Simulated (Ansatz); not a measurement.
## Run report: TiO₂, band-structure calculation (part 2 of 2)

The same run, continued: TiO₂ (I4₁/amd, 6 atoms in the cell); DFT, HSE06, plane waves, PAW, no spin polarisation (Ansatz 0.2.0); cutoff 420 eV, 6×6×6 k-mesh, fixed occupations. The structure was built on a prototype by a generator. The geometry comes from this level: r2SCAN (a point of a series of strains).

Geometry of the input (Å; fractional positions):
```
-1.8889  1.8889  4.7917
1.8889  -1.8889  4.7917
1.8889  1.8889  -4.7917
Ti 0.7500  0.2500  0.5000
Ti 0.0000  0.0000  0.0000
O  0.5427  0.0427  0.5000
O  0.7927  0.7927  0.0000
O  0.2073  0.2073  0.0000
O  0.9573  0.4573  0.5000
```

Output, continued:
```
--- Per-component energies (eV) ---
  E_band       = -572.658466
  E_kinetic    = 1250.433742
  E_local      = -3555.691925  (includes V_loc(G=0)·N_el)
  E_nonlocal   = 185.451264
  E_hartree    = 1373.482272
  E_xc         = -396.648437
  E_vxc        = -497.927221  (∫ρ·V_xc dr)
  E_exx        = -157.089607  (= α·E_x^exact, valence–valence)
  E_paw        = -2658.518710  (= ΣΔE_a)
  E_vpaw       = -387.719400  (= ΣTr[D̂ρ^β])
  E_aug_tail   = 0.009982  (compensation charges beyond the density's cutoff)
  E_ewald      = -3316.984919
  E_core_change = -0.450516  (= ΣΔE_core)
  E_smearing   = -0.000000  (= −TS)
  E_closure    = -0.000000  (closes the sum)
  Σ components = -7276.006853   (vs F -7276.006853, Δ=0.00e0)
--- Forces (eV/Å), atoms counted from 1 ---
  atom   1  Ti    -0.00000000     0.00000000    -0.00000000
  atom   2  Ti     0.00000000     0.00000000     0.00000000
  atom   3  O     -0.00000000     0.00000000     0.16111911
  atom   4  O      0.00000000    -0.00000000     0.16111911
  atom   5  O      0.00000000     0.00000000    -0.16111911
  atom   6  O     -0.00000000    -0.00000000    -0.16111911
  max |Σ_I F_I| component: 5.55e-17 eV/Å
--- Stress (GPa, compression-positive) ---
       -2.392283      -0.000000       0.000000
       -0.000000      -2.392283       0.000000
        0.000000       0.000000      -3.005452
  P = ⅓ Tr σ = -2.5967 GPa (-25.967 kbar)
--- Band table (eV; the first three rows and the last of 30) ---
  k-point 0: bands = ["-54.3364", "-54.2748", "-29.1754", "-28.9272", "-28.9272", "-28.8546", "-28.8546", "-28.7458", "-13.0896", "-11.9856", "-11.8549", "-11.4753", "1.9253", "2.1192", "2.1192", "2.4849", "4.0195", "4.0287", "4.0287", "5.4265", "5.4612", "5.4612", "5.7990", "5.7990", "9.9229", "10.7595", "12.0276", "12.0276", "12.0692"]
  k-point 1: bands = ["-54.3313", "-54.2779", "-29.1718", "-28.9757", "-28.9439", "-28.8822", "-28.8533", "-28.7405", "-12.8114", "-11.8207", "-11.7350", "-11.3954", "1.5839", "1.7970", "1.8802", "2.5651", "3.5322", "4.0806", "4.2301", "4.7019", "4.8101", "5.0186", "5.5545", "6.0228", "10.8689", "10.9188", "11.1475", "11.6758", "11.6934"]
  k-point 2: bands = ["-54.3179", "-54.2871", "-29.1624", "-29.0655", "-28.9739", "-28.9395", "-28.8351", "-28.7539", "-12.1621", "-11.5425", "-11.4627", "-11.2525", "1.0968", "1.4045", "1.7265", "2.7472", "2.8901", "3.0012", "3.0949", "3.3907", "4.0402", "5.2857", "5.6284", "6.1748", "10.9555", "11.1950", "11.4574", "11.7836", "12.3551"]
  k-point 29: bands = ["-54.3057", "-54.3057", "-28.9645", "-28.9645", "-28.9549", "-28.9549", "-28.8264", "-28.8264", "-12.4696", "-12.4696", "-11.7586", "-11.7586", "2.1947", "2.1947", "2.2168", "2.2168", "4.0878", "4.0878", "4.7849", "4.7849", "4.8895", "4.8895", "6.1711", "6.1711", "10.3262", "10.3262", "11.8340", "11.8340", "12.2858"]
```

File rho_z.tsv:
```
# z_ang	rho[e/angstrom^3]
# format = ansatz-planar-average/11
# lattice	-1.888898811	1.888898811	4.791715497
# lattice	1.888898811	-1.888898811	4.791715497
# lattice	1.888898811	1.888898811	-4.791715497
# sites	6
# site	22	-0.000000000	1.888898811	2.395857748
# site	22	0.000000000	0.000000000	0.000000000
# site	8	-0.000000000	1.888898811	0.409346348
# site	8	0.000000000	0.000000000	7.596919593
# site	8	0.000000000	0.000000000	1.986511401
# site	8	-0.000000000	1.888898811	4.382369149
0.000000	9.823595e-1
0.137150	9.696491e-1
0.274301	9.322763e-1
0.411451	8.726794e-1
0.548602	7.953552e-1
0.685752	7.071214e-1
0.822903	6.168105e-1
0.960053	5.341606e-1
1.097204	4.682053e-1
1.234354	4.258701e-1
1.371505	4.113070e-1
1.508655	4.258701e-1
1.645806	4.682053e-1
1.782956	5.341606e-1
1.920107	6.168105e-1
2.057257	7.071214e-1
2.194408	7.953552e-1
2.331558	8.726794e-1
2.468709	9.322763e-1
2.605859	9.696491e-1
2.743010	9.823595e-1
2.880160	9.696491e-1
3.017311	9.322763e-1
3.154461	8.726794e-1
3.291612	7.953552e-1
3.428762	7.071214e-1
3.565913	6.168105e-1
3.703063	5.341606e-1
3.840214	4.682053e-1
3.977364	4.258701e-1
4.114515	4.113070e-1
4.251665	4.258701e-1
4.388816	4.682053e-1
4.525966	5.341606e-1
4.663117	6.168105e-1
4.800267	7.071214e-1
4.937418	7.953552e-1
5.074568	8.726794e-1
5.211719	9.322763e-1
5.348869	9.696491e-1
```

File v_z.tsv:
```
# z_ang	v_es[eV]	v_tot[eV]
# format = ansatz-planar-average/11
# xc	hse06
# density_cutoff_ev	1680
# datasets	Ti=:simpson_from_first_knot:soft:fock:shift=0	O=:simpson_from_first_knot:soft:fock:shift=0
# lattice	-1.888898811	1.888898811	4.791715497
# lattice	1.888898811	-1.888898811	4.791715497
# lattice	1.888898811	1.888898811	-4.791715497
# sites	6
# site	22	-0.000000000	1.888898811	2.395857748
# site	22	0.000000000	0.000000000	0.000000000
# site	8	-0.000000000	1.888898811	0.409346348
# site	8	0.000000000	0.000000000	7.596919593
# site	8	0.000000000	0.000000000	1.986511401
# site	8	-0.000000000	1.888898811	4.382369149
0.000000	2.781643e0	-6.052651e0
0.137150	2.858791e0	-5.967651e0
0.274301	3.085909e0	-5.715655e0
0.411451	3.447389e0	-5.310226e0
0.548602	3.914544e0	-4.780963e0
0.685752	4.445114e0	-4.175624e0
0.822903	4.997797e0	-3.544019e0
0.960053	5.554785e0	-2.912920e0
1.097204	6.109991e0	-2.296677e0
1.234354	6.563482e0	-1.802659e0
1.371505	6.742050e0	-1.609833e0
1.508655	6.563482e0	-1.802659e0
1.645806	6.109991e0	-2.296677e0
1.782956	5.554785e0	-2.912920e0
1.920107	4.997797e0	-3.544019e0
2.057257	4.445114e0	-4.175624e0
2.194408	3.914544e0	-4.780963e0
2.331558	3.447389e0	-5.310226e0
2.468709	3.085909e0	-5.715655e0
2.605859	2.858791e0	-5.967651e0
2.743010	2.781643e0	-6.052651e0
2.880160	2.858791e0	-5.967651e0
3.017311	3.085909e0	-5.715655e0
3.154461	3.447389e0	-5.310226e0
3.291612	3.914544e0	-4.780963e0
3.428762	4.445114e0	-4.175624e0
3.565913	4.997797e0	-3.544019e0
3.703063	5.554785e0	-2.912920e0
3.840214	6.109991e0	-2.296677e0
3.977364	6.563482e0	-1.802659e0
4.114515	6.742050e0	-1.609833e0
4.251665	6.563482e0	-1.802659e0
4.388816	6.109991e0	-2.296677e0
4.525966	5.554785e0	-2.912920e0
4.663117	4.997797e0	-3.544019e0
4.800267	4.445114e0	-4.175624e0
4.937418	3.914544e0	-4.780963e0
5.074568	3.447389e0	-5.310226e0
5.211719	3.085909e0	-5.715655e0
5.348869	2.858791e0	-5.967651e0
```

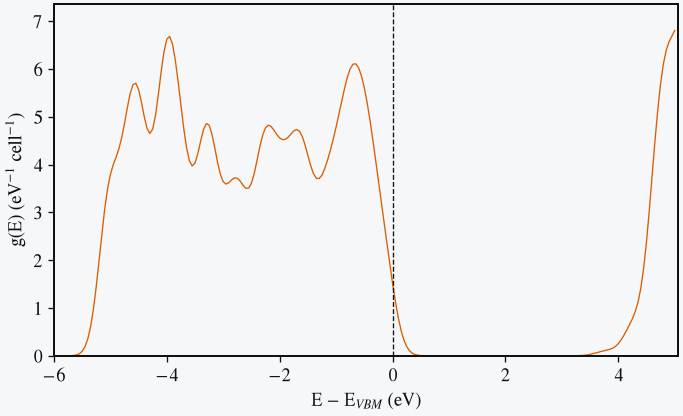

*Density of states (the curve is built from the levels of the k mesh with Gaussians 0.4 eV wide, which also blur the band edges), with energies from the valence-band top.*

There is a gap of 3.70 eV on the k-point mesh. Small ripples come from the finite k-point mesh.

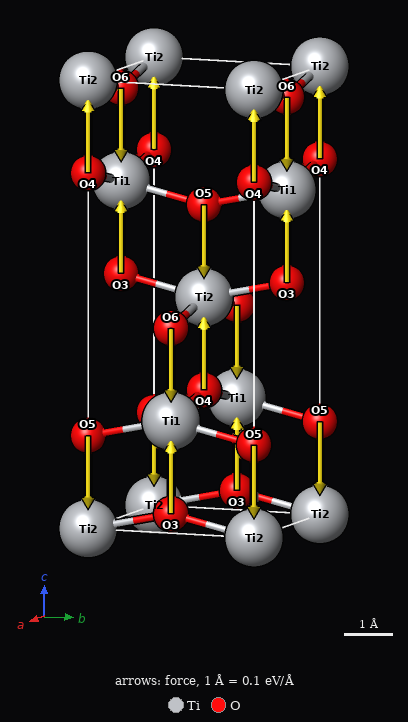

*Forces on the atoms as yellow arrows (ball-and-stick view of the cell 2 times as large as that of the calculation, set on its symmetry axes, seen slightly off an axis; atoms are numbered from 1 in the order of the input).*

The largest act on all 4 O atoms (0.16 eV/Å). The geometry is not a stationary point of this energy.

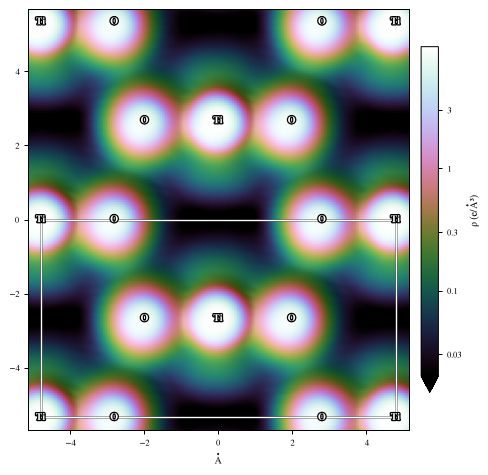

*Valence pseudo-density on the (110) plane of the conventional cell.*

Atoms in the plane: Ti and O. Ti–O (1.99 Å): ρ is about 0.67 e/Å³ halfway. Away from the nuclei the density in this plane falls to 0.02 e/Å³ at its lowest. The fields are those of the smooth PAW valence density.

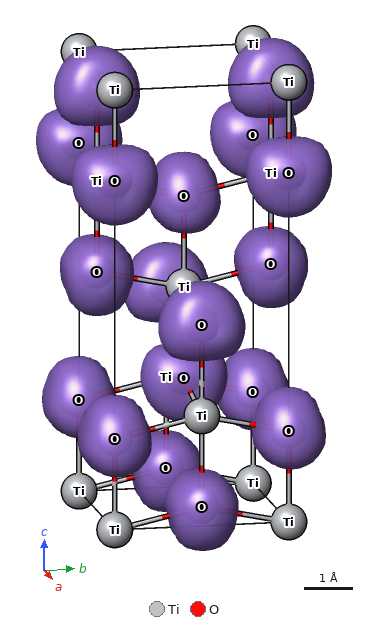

*Isosurface of the electron localisation function at 0.7 (purple), seen slightly off an axis. Core shells and regions of very low density are left out. Sticks mark near contacts. The outline is the cell set on symmetry axes.*

Along the contacts the grid gives the following. Ti–O (1.93 Å): the ELF is about 0.20 at the midpoint. Ti–O (1.99 Å): the ELF is about 0.20 at the midpoint.
